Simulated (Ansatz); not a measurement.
**Geometry relaxation, with input and output: AlGa3N4**

The run: geometry relaxation of AlGa3N4 (8 atoms in the cell). Method and program: DFT PBEsol, scalar-relativistic, plane waves, PAW, no spin polarisation (Ansatz 0.2.0).

The structure derives from a Materials Project entry. It belongs to a series of runs on one base structure; here: cell and atoms relaxed tightly for response.

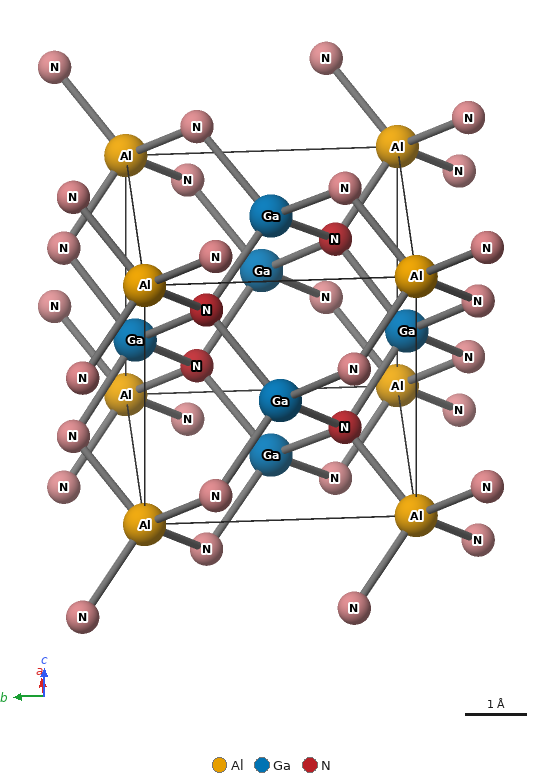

Fig. 1: The structure as given in the input (ball-and-stick view of the cell of the calculation, seen at an oblique angle; neighbours outside the cell are drawn fainter). An atom can appear more than once, as a periodic image. Near neighbours in the periodic cell (some may lie outside the picture): Al has 4 N at 1.90 Å; Ga has 4 N at 1.95 Å; N has 1 Al at 1.90 Å and 3 Ga at 1.95 Å.

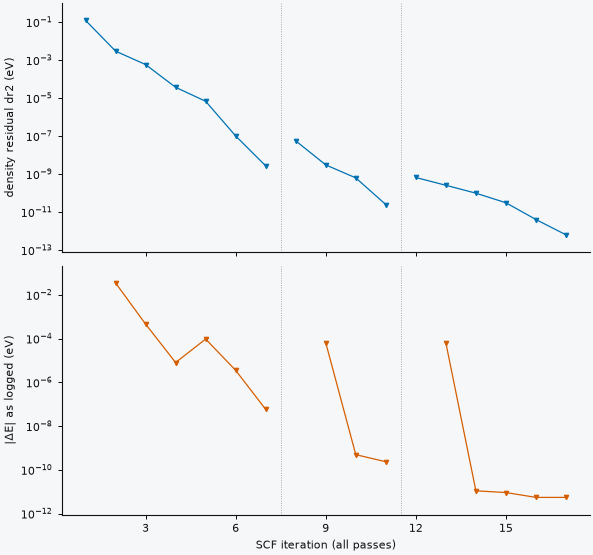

Fig. 2: Convergence of the self-consistent field: density residual dr2 and size of the energy change against the SCF iteration. The dotted lines part the SCF passes of the relaxation: geometry steps, rejected trials and re-solves on a re-selected basis. The passes take 7, 4 and 6 iterations.

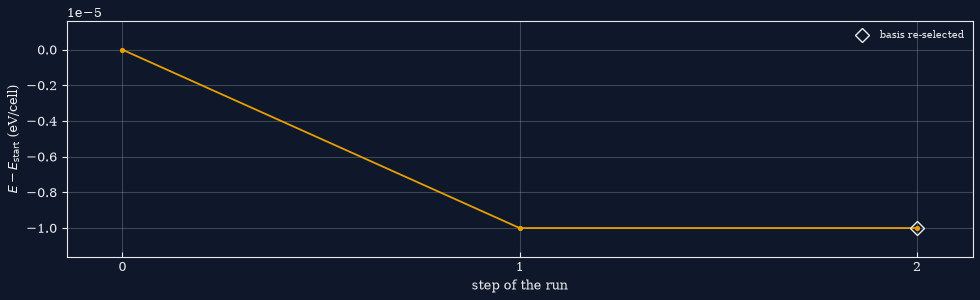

Fig. 3: Progress of the relaxation, step by step (the first geometry is step 0 here and step 1 in the log). The atoms keep their places (all moves are under 0.005 Å). The cell doesn't change. The space group stays P-43m (No. 215). After 1 geometry step the energy has fallen by next to nothing (0.0 meV per cell of the calculation). The pressure goes from −0.01 to −0.01 GPa. A last SCF at the same geometry on a re-selected plane-wave basis shifts the energy by next to nothing (0.0 meV per cell of the calculation).

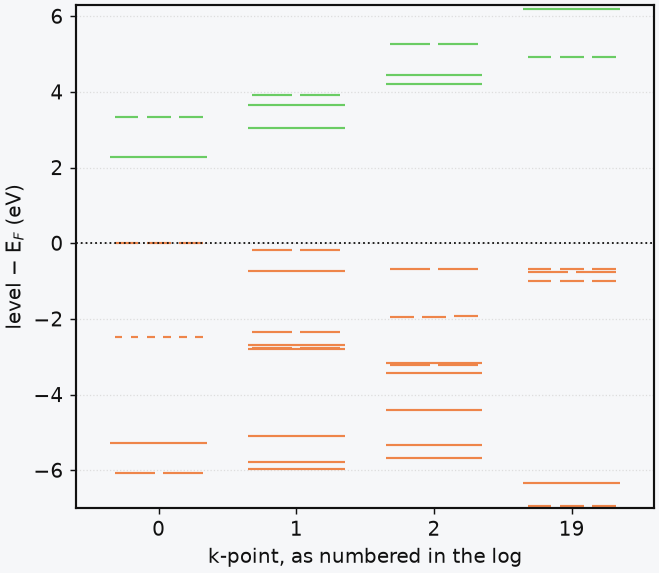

Fig. 4: Kohn–Sham levels near the Fermi level (dotted) at the few k-points that the log prints; levels within 0.02 eV of each other stand side by side. Among these points the highest filled and lowest empty levels are 2.29 eV apart, which is the gap on the mesh.

The input that produced these results follows, with the program's output.

## Input
```yaml
crystal:
  lattice:
    - [4.4676279205, 0.0, 0.0]
    - [0.0, 4.4676279205, 0.0]
    - [0.0, 0.0, 4.4676279205]
  atoms:
    - { symbol: Al, position: [0.0, 0.0, 0.0] }
    - { symbol: Ga, position: [0.5, 0.5, 0.0] }
    - { symbol: Ga, position: [0.5, 0.0, 0.5] }
    - { symbol: Ga, position: [0.0, 0.5, 0.5] }
    - { symbol: "N", position: [0.755030921, 0.755030921, 0.244969079] }
    - { symbol: "N", position: [0.755030921, 0.244969079, 0.755030921] }
    - { symbol: "N", position: [0.244969079, 0.755030921, 0.755030921] }
    - { symbol: "N", position: [0.244969079, 0.244969079, 0.244969079] }
basis:
  ecutwfc: 420
kpoints:
  mp_grid: { grid: [6, 6, 6] }
hamiltonian:
  xc: pbesol
scf:
  occupations: { method: fixed }
output:
  forces: true
  stress: true
  eigenvalues: true
relax:
  adjacent_minimum: "off"
  f_tol: 0.001
  max_steps: 60
  cell: { stress_tol: 0.01 }
```

Command:
```bash
ansatz run input.yaml --threads 2 --pin off --max-ram 6144MiB --backend cpu --events-out ev --progress --plain --runs-dir out
```

## The program's output
```
Engine: ansatz 0.2.0, aarch64-unknown-linux-gnu
Pseudopotentials: kind: paw
Pseudopotential: Al, paw, valence charge 3, recommended cutoff 420 eV (normal), Al.paw.azcp
Pseudopotential: Ga, paw, valence charge 13, recommended cutoff 420 eV (normal), Ga.paw.azcp
Pseudopotential: N, paw, valence charge 5, recommended cutoff 420 eV (normal), N.paw.azcp
Functional definition: PBEsol
  exchange = pbesol_x
  correlation = pbesol_c
Crystal: 8 atoms, lattice volume = 89.173 Å³
Basis set: ecut = 420 eV, 1743 PW (Γ), exchange–correlation on 60×60×60 points (8 copies of the dense FFT grid, shifted against one another)
Bands: 39, of which v1, the nominal top of the filled ones, is band 31 counted from 1 (30 counted from 0)
Symmetry: 24 space group operations
Space group: P-43m (ITA 215), of the structure as read, at distance tolerance 4.5e-5 Å
k-points: 20 of 216 (time reversal used)
Non-local potential: Al, projectors of the file, l = 0: 2, l = 1: 2, l = 2: 1
Non-local potential: Ga, projectors of the file, l = 0: 2, l = 1: 2, l = 2: 3, l = 3: 1
Non-local potential: N, projectors of the file, l = 0: 2, l = 1: 2, l = 2: 1
PAW form: soft (Blöchl's): semilocal exchange-correlation on the pseudo side does not see the compensation charge
PAW frozen core: Al, regenerated for the run's functional, and the local potential with it (the file was generated under x = pbe(κ = 0.804, μ = 0.2195149727645171), c = pbe(β = 0.06672455060314922))
PAW frozen core: Ga, regenerated for the run's functional, and the local potential with it (the file was generated under x = pbe(κ = 0.804, μ = 0.2195149727645171), c = pbe(β = 0.06672455060314922))
PAW frozen core: N, regenerated for the run's functional, and the local potential with it (the file was generated under x = pbe(κ = 0.804, μ = 0.2195149727645171), c = pbe(β = 0.06672455060314922))
PAW one-centre angular grid: Al, 110 points (default); XC on 64 Gauss nodes
PAW one-centre angular grid: Ga, 590 points (default); XC on 64 Gauss nodes
PAW one-centre angular grid: N, 110 points (default); XC on 64 Gauss nodes
Initial density: superposition of atomic densities (neutral atoms: chi_scale 0, normalization atom), corrected by the library's trained network
Initial wavefunctions: pseudopotential atomic-orbital guess
Functional: x = pbesol(κ = 0.804, μ = 0.12345679012345678), c = pbesol(β = 0.046)
SCF iter   1: F=—  HF=-13274.444914 eV  |F-HF|=—  |Δ(HF+E_count)|=         —  Δρ=1.18e-2  dr2=1.23e-1  ethr=1.77e-3  ⟨swp⟩=5.0  Hψ=2666  notcnv=0  defer=102
preconditioner: auto → Resta (q_TF=auto, 2.568 Å⁻¹)  ε∞=4.7  [insulator: Δε(μ)=2.204 eV  Ē_g=16.097 eV  n_scr=26 (ndim 8)  ℏωp=31.0 eV  f_vac=0.000  ε∞_Penn≈4.7]
SCF iter   2: F=—  HF=-13274.409924 eV  |F-HF|=—  |Δ(HF+E_count)|=   3.50e-2  Δρ=1.82e-3  dr2=2.95e-3  ethr=1.98e-4  ⟨swp⟩=2.0  Hψ=1161  notcnv=0  defer=112
SCF iter   3: F=—  HF=-13274.409466 eV  |F-HF|=—  |Δ(HF+E_count)|=   4.58e-4  Δρ=8.64e-4  dr2=5.79e-4  ethr=4.75e-6  ⟨swp⟩=2.2  Hψ=1074  notcnv=0  defer=112
SCF iter   4: F=—  HF=-13274.409458 eV  |F-HF|=—  |Δ(HF+E_count)|=   8.02e-6  Δρ=2.06e-4  dr2=3.67e-5  ethr=9.34e-7  ⟨swp⟩=3.0  Hψ=1484  notcnv=0  defer=110
SCF iter   5: F=—  HF=-13274.409363 eV  |F-HF|=—  |Δ(HF+E_count)|=   9.47e-5  Δρ=1.11e-4  dr2=6.77e-6  ethr=5.91e-8  ⟨swp⟩=2.0  Hψ=1327  notcnv=0  defer=69
SCF iter   6: F=—  HF=-13274.409367 eV  |F-HF|=—  |Δ(HF+E_count)|=   3.52e-6  Δρ=1.24e-5  dr2=1.01e-7  ethr=1.09e-8  ⟨swp⟩=3.0  Hψ=1428  notcnv=0  defer=69
SCF iter   7: F=-13274.409367 eV  HF=-13274.409367 eV  |F-HF|=3.00e-9  |Δ(HF+E_count)|=   5.76e-8  Δρ=2.21e-6  dr2=2.70e-9  ethr=1.61e-10  ⟨swp⟩=10.6  Hψ=3295  notcnv=0
SCF 1 converged in 7 iterations: F = -13274.409367 eV  dr2 = 2.70e-9
  greatest PAW one-centre occupation: 0.995 electrons in one spin orbital (limit 2), on the Ga atom at site 3 (counted from 0), in its partial waves of l = 2
relax step   1: F+E_penalty+E_count = -13274.40936656 eV  Δ(F+E_penalty+E_count) = +0.000e0 eV  max|allowed force component| = 3.405e-5 eV/Å  Δτ_max = 0.0000 Å  P = -0.012 GPa  Ω = 89.173 Å³  (7 SCF iters, dr2 threshold 1.00e-7 eV, accepted)
Crystal: 8 atoms, lattice volume = 89.169 Å³
Initial density: handed on by an earlier stage of this run
Initial wavefunctions: those handed on with the density
iter 1 solved again at ethr=8.98e-11 eV; its pass at ethr=3.10e-3 eV (dr2=5.57e-8 eV) is discarded
SCF iter   1: F=—  HF=-13274.409442 eV  |F-HF|=—  |Δ(HF+E_count)|=         —  Δρ=7.61e-6  dr2=5.59e-8  ethr=8.98e-11  ⟨swp⟩=1.9  Hψ=2813  notcnv=0
preconditioner: auto → Resta (q_TF=auto, 2.568 Å⁻¹)  ε∞=4.7  [insulator: Δε(μ)=2.290 eV  Ē_g=16.121 eV  n_scr=26 (ndim 8)  ℏωp=31.0 eV  f_vac=0.000  ε∞_Penn≈4.7]
SCF iter   2: F=—  HF=-13274.409377 eV  |F-HF|=—  |Δ(HF+E_count)|=   6.42e-5  Δρ=2.18e-6  dr2=3.03e-9  ethr=8.98e-11  ⟨swp⟩=2.0  Hψ=1333  notcnv=0
SCF iter   3: F=—  HF=-13274.409377 eV  |F-HF|=—  |Δ(HF+E_count)|=  4.91e-10  Δρ=1.13e-6  dr2=6.28e-10  ethr=1.00e-12  ⟨swp⟩=5.0  Hψ=2951  notcnv=0
SCF iter   4: F=-13274.409377 eV  HF=-13274.409377 eV  |F-HF|=1.27e-11  |Δ(HF+E_count)|=  2.33e-10  Δρ=1.88e-7  dr2=2.48e-11  ethr=1.00e-12  ⟨swp⟩=4.0  Hψ=2337  notcnv=0
SCF 2 converged in 4 iterations: F = -13274.409377 eV  dr2 = 2.48e-11
  greatest PAW one-centre occupation: 0.995 electrons in one spin orbital (limit 2), on the Ga atom at site 2 (counted from 0), in its partial waves of l = 2
relax step   2: F+E_penalty+E_count = -13274.40937747 eV  Δ(F+E_penalty+E_count) = -1.091e-5 eV  max|allowed force component| = 5.010e-5 eV/Å  Δτ_max = 0.0000 Å  P = -0.005 GPa  Ω = 89.169 Å³  energy of the carried Pulay correction = +1.073e-5 eV  (4 SCF iters, dr2 threshold 3.87e-10 eV, accepted)
Initial wavefunctions: pseudopotential atomic-orbital guess (no wavefunctions were taken with the density)
iter 1 solved again at ethr=2.65e-8 eV; its pass at ethr=3.10e-3 eV (dr2=1.65e-5 eV) is discarded
SCF iter   1: F=—  HF=-13274.409441 eV  |F-HF|=—  |Δ(HF+E_count)|=         —  Δρ=1.48e-6  dr2=6.58e-10  ethr=2.65e-8  ⟨swp⟩=3.2  Hψ=4785  notcnv=0  defer=112
eigensolver tolerance schedule: the retry pair's looser diagonalisation over-reported the residual by 25002.98 of it (diagonalisation noise at 0.27 of the residual, at the tolerance the schedule requests for it); recorded, not acted on — ethr = c·dr2/N_el stays at c = 1.0e-1
preconditioner: auto → Resta (q_TF=auto, 2.568 Å⁻¹)  ε∞=4.7  [insulator: Δε(μ)=2.290 eV  Ē_g=16.126 eV  n_scr=26 (ndim 8)  ℏωp=31.0 eV  f_vac=0.000  ε∞_Penn≈4.7]
SCF iter   2: F=—  HF=-13274.409377 eV  |F-HF|=—  |Δ(HF+E_count)|=   6.34e-5  Δρ=8.77e-7  dr2=2.56e-10  ethr=1.06e-12  ⟨swp⟩=3.0  Hψ=1940  notcnv=0  defer=94
SCF iter   3: F=—  HF=-13274.409377 eV  |F-HF|=—  |Δ(HF+E_count)|=  1.09e-11  Δρ=5.69e-7  dr2=9.84e-11  ethr=1.00e-12  ⟨swp⟩=1.0  Hψ=713  notcnv=0  defer=94
SCF iter   4: F=—  HF=-13274.409377 eV  |F-HF|=—  |Δ(HF+E_count)|=  9.09e-12  Δρ=3.22e-7  dr2=3.08e-11  ethr=1.00e-12  ⟨swp⟩=1.0  Hψ=713  notcnv=0  defer=94
SCF iter   5: F=—  HF=-13274.409377 eV  |F-HF|=—  |Δ(HF+E_count)|=  5.46e-12  Δρ=1.12e-7  dr2=4.04e-12  ethr=1.00e-12  ⟨swp⟩=1.0  Hψ=713  notcnv=0  defer=94
SCF iter   6: F=-13274.409377 eV  HF=-13274.409377 eV  |F-HF|=9.09e-12  |Δ(HF+E_count)|=  5.46e-12  Δρ=4.50e-8  dr2=6.33e-13  ethr=1.00e-12  ⟨swp⟩=10.9  Hψ=3708  notcnv=0
SCF 3 converged in 6 iterations: F = -13274.409377 eV  dr2 = 6.33e-13
relax step   3: F+E_penalty+E_count = -13274.40937747 eV  Δ(F+E_penalty+E_count) = -1.637e-11 eV  max|allowed force component| = 5.095e-5 eV/Å  Δτ_max = 0.0000 Å  P = -0.005 GPa  Ω = 89.169 Å³  stress off target by 5.28e-3 GPa  SCF on the basis re-selected at this cell (its energy is not comparable with the rows above)  (6 SCF iters)
basis re-selected at this cell: Δ(F+E_penalty+E_count) = -1.637e-11 eV, ΔP = -0.000 GPa vs the last step (what re-selecting the basis moved, of the pressure what is left beyond the Pulay correction that the steps carried, after the strain that the cell walked since its last selection, with what the two solves' SCF thresholds leave and, on support functions, any second-order correction that the steps lacked; it is no measure of the basis error at this ecutwfc). This SCF's stress stands 5.28e-3 GPa from its target on what of the cell is left free (relax.cell.stress_tol is 1.00e-2 GPa) and its largest allowed force component is 5.09e-5 eV/Å (relax.f_tol is 1.00e-3 eV/Å): within both
SCF converged after 6 iterations
Free energy (F): -13274.409377 eV
Harris-Foulkes:  -13274.409377 eV  (|F-HF|=9.09e-12)
Internal energy: -13274.409377 eV  (E = F + TS)
E sigma→0 (E₀):  -13274.409377 eV
Fermi energy:    8.906013 eV
--- Per-component energies (eV) ---
  E_band       = -19.259105
  E_kinetic    = 898.558662
  E_local      = -6509.978591  (includes V_loc(G=0)·N_el)
  E_nonlocal   = 1482.087585
  E_hartree    = 2976.695346
  E_xc         = -483.706125
  E_vxc        = -508.979824  (∫ρ·V_xc dr)
  E_paw        = -6805.493624  (= ΣΔE_a)
  E_vpaw       = -1334.337799  (= ΣTr[D̂ρ^β])
  E_aug_tail   = 0.000173  (compensation charges beyond the density's cutoff)
  E_ewald      = -4835.293271
  E_core_change = 2.720468  (= ΣΔE_core)
  E_smearing   = -0.000000  (= −TS)
  E_closure    = -0.000000  (closes the sum)
  Σ components = -13274.409377   (vs F -13274.409377, Δ=0.00e0)
--- Forces (eV/Å), atoms counted from 1 ---
  atom   1  Al     0.00000000     0.00000000    -0.00000000
  atom   2  Ga     0.00000000     0.00000000    -0.00000000
  atom   3  Ga     0.00000000     0.00000000    -0.00000000
  atom   4  Ga     0.00000000     0.00000000    -0.00000000
  atom   5  N      0.00005095     0.00005095    -0.00005095
  atom   6  N      0.00005095    -0.00005095     0.00005095
  atom   7  N     -0.00005095     0.00005095     0.00005095
  atom   8  N     -0.00005095    -0.00005095    -0.00005095
  max |Σ_I F_I| component: 4.05e-17 eV/Å
--- Stress (GPa, compression-positive) ---
       -0.005281      -0.000000       0.000000
       -0.000000      -0.005281       0.000000
        0.000000       0.000000      -0.005281
  P = ⅓ Tr σ = -0.0053 GPa (-0.053 kbar)
--- Band table (eV; the first three rows and the last of 20) ---
  k-point 0: bands = ["-6.7740", "-5.5218", "-5.5218", "-5.5218", "-4.2865", "-4.2657", "-4.2657", "-4.2657", "-4.1861", "-4.1861", "-4.0504", "-4.0504", "-4.0504", "-4.0117", "-4.0117", "-3.9520", "-2.5336", "-2.5336", "-2.5336", "2.8198", "2.8198", "3.6218", "6.4245", "6.4245", "6.4245", "6.4305", "6.4305", "6.4305", "8.9060", "8.9060", "8.9060", "11.1960", "12.2389", "12.2389", "12.2389", "15.3503", "15.3503", "17.2896", "19.6669"]
  k-point 1: bands = ["-6.6621", "-5.5565", "-5.5233", "-5.5233", "-4.2816", "-4.2627", "-4.2627", "-4.2403", "-4.1807", "-4.1728", "-4.0810", "-4.0810", "-4.0493", "-4.0236", "-4.0115", "-3.9614", "-2.8278", "-2.4750", "-2.4750", "2.9358", "3.1168", "3.8164", "6.1143", "6.1476", "6.1476", "6.2079", "6.5690", "6.5690", "8.1776", "8.7179", "8.7179", "11.9457", "12.5538", "12.8280", "12.8280", "15.5716", "15.8425", "17.5657", "19.1299"]
  k-point 2: bands = ["-6.3625", "-5.6875", "-5.5262", "-5.5262", "-4.2506", "-4.2478", "-4.2478", "-4.1962", "-4.1476", "-4.1468", "-4.1468", "-4.1426", "-4.0439", "-4.0418", "-4.0123", "-3.9855", "-3.4163", "-2.3598", "-2.3598", "3.2368", "3.5807", "4.5049", "5.4657", "5.6749", "5.6749", "5.7379", "6.9614", "6.9614", "6.9746", "8.2186", "8.2186", "13.1071", "13.3433", "14.1611", "14.1611", "16.0475", "16.9210", "17.5909", "18.7199"]
  k-point 19: bands = ["-5.8582", "-5.6616", "-5.6616", "-5.6616", "-4.2749", "-4.2749", "-4.2749", "-4.2013", "-4.2013", "-4.0856", "-4.0856", "-4.0856", "-3.9846", "-3.9846", "-3.9846", "-3.0810", "-3.0810", "-3.0810", "-2.6134", "1.9602", "1.9602", "1.9602", "2.5774", "7.9086", "7.9086", "7.9086", "8.1520", "8.1520", "8.2214", "8.2214", "8.2214", "13.8261", "13.8261", "13.8261", "15.0871", "17.8162", "17.8162", "17.8162", "18.2100"]
--- Relaxed structure (2 steps of the walk, 2 accepted, 1 SCFs on fresh bases) ---
  F+E_penalty+E_count = -13274.40937747 eV   max|allowed force component| = 5.095e-5 eV/Å   (the final SCF, on the basis selected at the relaxed cell)
  cell:  # Å, volume = 89.1692 Å³
    - [4.467572409083688, -1.925929944387236e-34, -3.209883240645393e-34]
    - [-1.925929944387236e-34, 4.467572409083688, 0.0]
    - [-3.209883240645393e-34, 0.0, 4.467572409083688]
  atoms:
    - { symbol: Al, position: [-1.4811987521694512e-24, -1.4811987521011957e-24, 1.4811987520401255e-24] }
    - { symbol: Ga, position: [0.49999999999999994, 0.49999999999999994, 1.4811987520383294e-24] }
    - { symbol: Ga, position: [0.49999999999999994, -1.481198752047633e-24, 0.49999999999999994] }
    - { symbol: Ga, position: [-1.481198752129935e-24, 0.49999999999999994, 0.49999999999999994] }
    - { symbol: N, position: [0.7550308528069276, 0.7550308528069276, 0.24496914719307236] }
    - { symbol: N, position: [0.7550308528069276, 0.24496914719307236, 0.7550308528069276] }
    - { symbol: N, position: [0.24496914719307236, 0.7550308528069276, 0.7550308528069276] }
    - { symbol: N, position: [0.24496914719307236, 0.24496914719307236, 0.24496914719307236] }
```

## Trajectory as extended XYZ (Å, eV, eV/Å), 3 frames, from step=1 to step=3
```
8
Lattice="4.4676 0.0000 0.0000 0.0000 4.4676 0.0000 0.0000 0.0000 4.4676" Properties=species:S:1:pos:R:3:forces:R:3 step=1 energy=-13274.40937 pressure_GPa=-0.01
Al    0.0000    0.0000    0.0000    0.0000   0.0000   0.0000
Ga    2.2338    2.2338    0.0000    0.0000   0.0000   0.0000
Ga    2.2338    0.0000    2.2338    0.0000   0.0000   0.0000
Ga    0.0000    2.2338    2.2338    0.0000   0.0000   0.0000
N     3.3732    3.3732    1.0944    0.0000   0.0000   0.0000
N     3.3732    1.0944    3.3732    0.0000   0.0000   0.0000
N     1.0944    3.3732    3.3732    0.0000   0.0000   0.0000
N     1.0944    1.0944    1.0944    0.0000   0.0000   0.0000
8
Lattice="4.4676 0.0000 0.0000 0.0000 4.4676 0.0000 0.0000 0.0000 4.4676" Properties=species:S:1:pos:R:3:forces:R:3 step=2 energy=-13274.40938 pressure_GPa=-0.01
Al    0.0000    0.0000    0.0000    0.0000   0.0000   0.0000
Ga    2.2338    2.2338    0.0000    0.0000   0.0000   0.0000
Ga    2.2338    0.0000    2.2338    0.0000   0.0000   0.0000
Ga    0.0000    2.2338    2.2338    0.0000   0.0000   0.0000
N     3.3732    3.3732    1.0944    0.0001   0.0001  -0.0001
N     3.3732    1.0944    3.3732    0.0001  -0.0001   0.0001
N     1.0944    3.3732    3.3732   -0.0001   0.0001   0.0001
N     1.0944    1.0944    1.0944   -0.0001  -0.0001  -0.0001
8
Lattice="4.4676 0.0000 0.0000 0.0000 4.4676 0.0000 0.0000 0.0000 4.4676" Properties=species:S:1:pos:R:3:forces:R:3 step=3 energy=-13274.40938 pressure_GPa=-0.01
Al    0.0000    0.0000    0.0000    0.0000   0.0000   0.0000
Ga    2.2338    2.2338    0.0000    0.0000   0.0000   0.0000
Ga    2.2338    0.0000    2.2338    0.0000   0.0000   0.0000
Ga    0.0000    2.2338    2.2338    0.0000   0.0000   0.0000
N     3.3732    3.3732    1.0944    0.0001   0.0001  -0.0001
N     3.3732    1.0944    3.3732    0.0001  -0.0001   0.0001
N     1.0944    3.3732    3.3732   -0.0001   0.0001   0.0001
N     1.0944    1.0944    1.0944   -0.0001  -0.0001  -0.0001
```

## Key numbers

- outcome: converged
- space group (tolerance 0.01 Å): P-43m (215)
- electrons treated: 62
- free energy: −13274.4094 eV
- Fermi energy: 8.906 eV
- gap on the k-point mesh: 2.29 eV
- pressure: −0.01 GPa
- final volume: 89.17 Å³
- largest force (length of the vector) at the end: under 0.001 eV/Å
- final cell: a = 4.468 Å, b = 4.468 Å, c = 4.468 Å, α = 90.00°, β = 90.00°, γ = 90.00°
- hardware: 2 threads of Arm Neoverse V2, 24 GiB of memory available, shared host
- wall time: 9.3 s (CPU time 18 s)
- peak memory: 0.35 GiB
